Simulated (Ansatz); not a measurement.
A series of calculations on ZnS

## 1. Relaxation

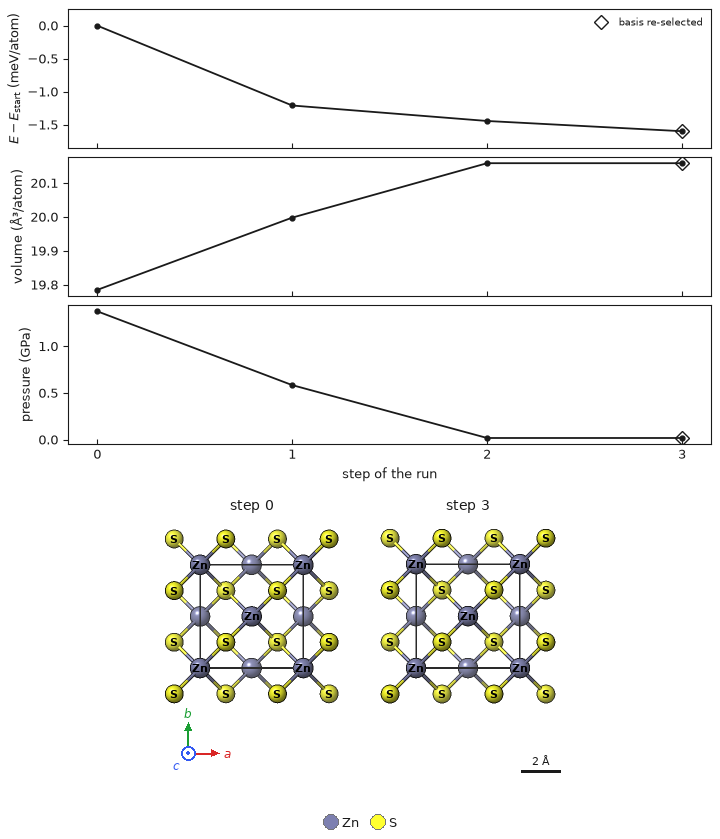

First and last geometry of a relaxation of a crystal of ZnS (set up in F-43m), with the history of the run. The picture is a ball-and-stick view of the conventional cell (4 times the calculation's cell), seen along the c axis. Lengths and directions refer to the drawn axes.

Computed with Ansatz, DFT PBE, scalar-relativistic, plane waves, PAW.

The input:
```yaml
crystal:
  lattice:
    - [0.0, 2.70465, 2.70465]
    - [2.70465, 0.0, 2.70465]
    - [2.70465, 2.70465, 0.0]
  atoms:
    - { symbol: Zn, position: [0.0, 0.0, 0.0] }
    - { symbol: S, position: [0.75, 0.75, 0.75] }
basis:
  ecutwfc: 420
kpoints:
  mp_grid: { grid: [10, 10, 10] }
hamiltonian:
  xc: pbe
scf:
  occupations: { method: gaussian, width: 0.02 }
output:
  forces: true
  stress: true
  eigenvalues: true
relax:
  adjacent_minimum: "off"
  f_tol: 0.005
  max_steps: 80
  cell: { stress_tol: 0.05 }
```

Launched with:
```bash
ansatz run input.yaml --threads 1 --pin off --max-ram 2560MiB --backend cpu --events-out ev --progress --plain --runs-dir out
```

### Read the history and describe the run.

It converged. No atom moves by more than 0.005 Å relative to the cell. The drawn cell changes as follows: a = b = c 5.409 → 5.443 Å (+0.6 %); the volume changes by +1.9 %. Among the contacts that change: Zn1–S2 2.342 → 2.357 Å. The space group stays F-43m (No. 216). After 2 accepted moves (3 points after the start) the energy has fallen by 1.6 meV per atom. All forces vanish by symmetry, so only the cell relaxes. The pressure goes from 1.37 to 0.02 GPa. The SCF was repeated once at an unchanged geometry on a basis and grid sized afresh for the cell, which shifted the energy by 0.2 meV per atom at most.

```tsv
step	E − E(0), meV/atom	pressure, GPa	volume, Å³/atom	note
0	0.00	1.37	19.785	
1	-1.21	0.58	19.998	
2	-1.44	0.02	20.158	
3	-1.60	0.02	20.158	same geometry, new basis
```

## 2. Relaxation

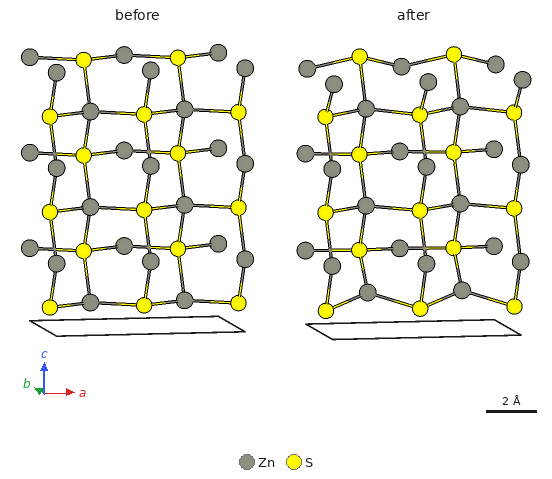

The structure of a slab of composition ZnS (cut from the F-43m phase) before (left) and after (right) a relaxation, at one scale.

Style: ball-and-stick. Shown: the 2 × 1 repeat of the cell, outlined in the plane, without the vacuum, slightly off an axis.

Case: (1 1 0) slab, atoms relaxed. The slab is the (1 1 0) face of ZnS.

These are results of DFT PBE, scalar-relativistic, plane waves, PAW in Ansatz 0.2.0, not measurements. Settings: plane-wave cutoff 420 eV; k-point mesh 7 × 5 × 1; occupations gaussian; smearing width 0.05 eV; no spin polarisation; dipole correction; atoms relaxed in a fixed cell; force threshold 0.02 eV/Å; at most 60 steps.

> Summarise the run.

The largest moves relative to the layer's centre, 0.52 Å, are those of Zn atoms. Largest moves by element: Zn 0.52 Å, S 0.14 Å. The cell doesn't change. Some distances before and after: S–Zn 2.357 → 2.275 Å, S–Zn 2.357 → 2.301 Å, S–Zn 2.357 → 2.404 Å, S–Zn 2.357 → 2.334 Å. Among the angles between lasting bonds that change: Zn–S–Zn 109.5° → 92.7°, Zn–S–Zn 109.5° → 96.0°, S–Zn–S 109.5° → 121.3°. After 4 accepted moves (5 points after the start) the energy has fallen by 0.955 eV per cell of the calculation. Largest force component: 1.2 eV/Å at the start, 0.014 eV/Å at the end. 1 step only repeated the SCF at the same geometry.

## 3. A change

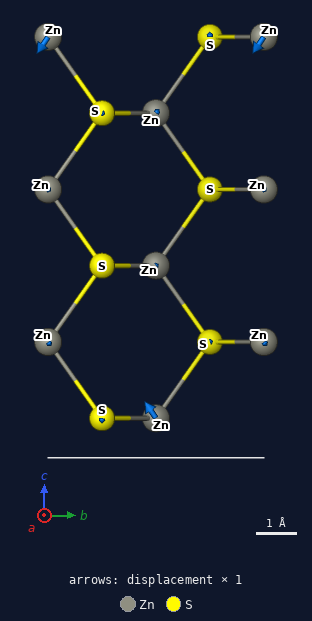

A (1 1 0) slab of ZnS as cut from the relaxed bulk. The blue arrows show how the atoms are displaced, at true length. A ball-and-stick model of the 2 × 1 repeat of the cell, outlined in the plane, without the vacuum, seen along the a axis.

The calculation used DFT PBE, scalar-relativistic, plane waves, PAW (Ansatz 0.2.0). (plane-wave cutoff 420 eV; occupations gaussian; no spin polarisation) The k-mesh is chosen for each cell (10×10×10, 7×5×1). Smearing widths differ between the runs.

Q: Describe the change and its computed effect.

A: The atoms of the slab are relaxed at the bulk's in-plane cell. The surface energy (mean of the two faces) falls from 0.78 to 0.42 J/m². The top spacing, between the ZnS and ZnS planes, goes from 1.92 to 1.73 Å (−9.9 %), the bottom one (ZnS to ZnS) from 1.92 to 1.73 Å (−9.9 %). The top plane rumples by 0.57 Å. The cell doesn't change. The largest moves relative to the layer's centre, 0.52 Å, are those of Zn atoms. By element the largest moves are Zn 0.52 Å, S 0.14 Å. Some distances before and after: S–Zn 2.357 → 2.275 to 2.404 Å.
